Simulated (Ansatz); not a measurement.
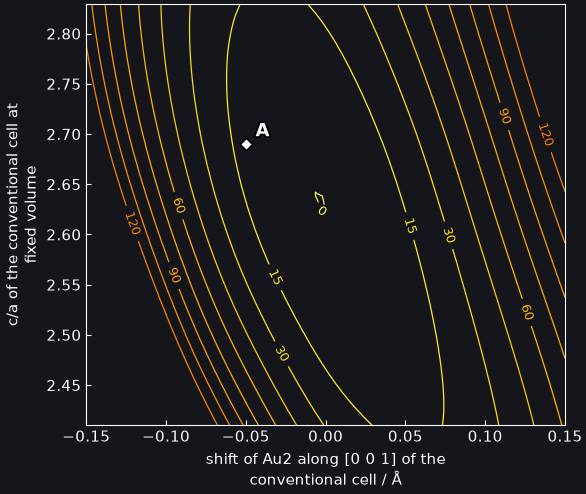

AlAu2 (I4/mmm, No. 139; 3 atoms in the cell). The energy is mapped over a free internal coordinate and the cell. First axis: shift of Au2 along [0 0 1] of the conventional cell, Cartesian (0 0 1), its symmetry partners moved as symmetry demands (measured in the relaxed cell). Second axis: c/a of the conventional cell at fixed volume. Nothing is relaxed (all other coordinates fixed). The scan uses a 7 × 7 grid. Points are written as (first, second). All energies are given in meV/atom relative to the lowest grid point. Method: DFT LDA, scalar-relativistic, plane waves, PAW (Ansatz 0.2.0). Settings: cutoff 420 eV, k-mesh 16×16×16, gaussian smearing 0.15 eV, no spin polarisation.

In the figure: contour lines labelled in meV/atom (none above 120), the point A. Between grid points the surface is interpolated.

**Which way does the force act at A, and how strong is it?**

A, at (−0.05 Å, 2.69), is not a stationary point. The computed force is 500 meV/atom for each Å towards larger values of the first coordinate and 48 meV/atom for each unit towards larger values of the second coordinate.
